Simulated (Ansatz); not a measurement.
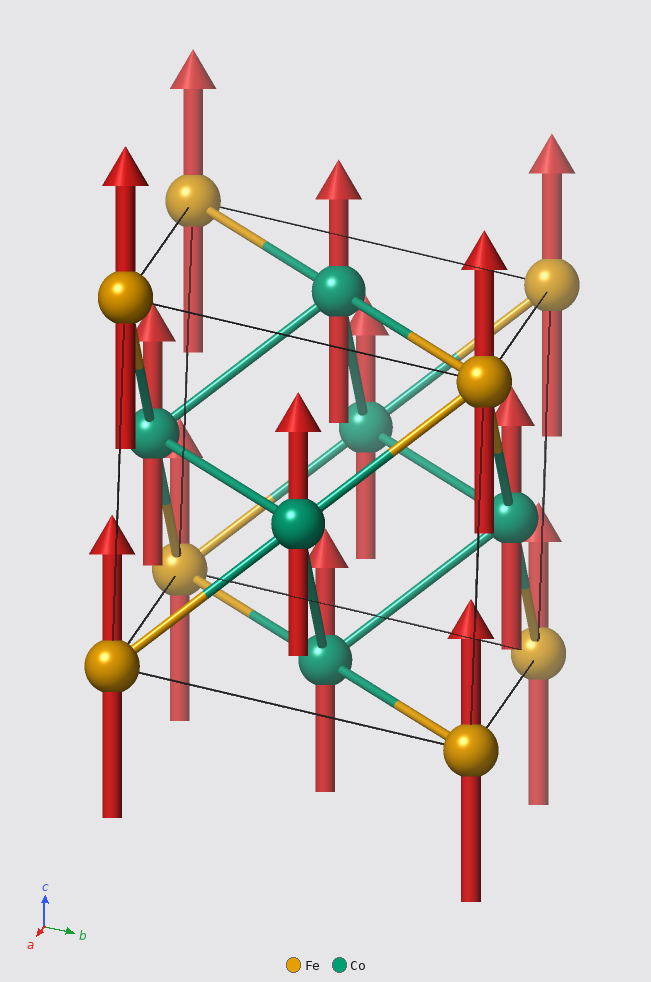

Shown here is a ball-and-stick view of the crystal, taken slightly off an axis. Lines trace the edges of the simulation cell. Arrows are the site magnetic moments above 0.25 μB; longer means larger, and red and blue are up and down (without spin-orbit coupling the axis itself is arbitrary).

This is the state reached for FeCo3. The calculation used DFT PBEsol, scalar-relativistic, plane waves, PAW (Ansatz), with E_cut = 420 eV, k-point mesh 16×16×16, Gaussian smearing of 0.15 eV, collinear spins.

Which kind of magnetic order is this?

Ferromagnetic (within this cell). Site moments: 1 Fe +2.5 μB and 3 Co +1.7 μB. The net spin moment of the whole cell is 7.5 μB.

It goes back to a structure listed in the Materials Project. The cell was then strained or its atoms displaced on purpose. Ansatz was used for an electronic-structure calculation on it.

At this level of theory the cell isn't at rest (compressed, at 20 GPa), so its distances can differ from those at equilibrium, the more so the softer the solid, and its magnetic state may change on relaxation.
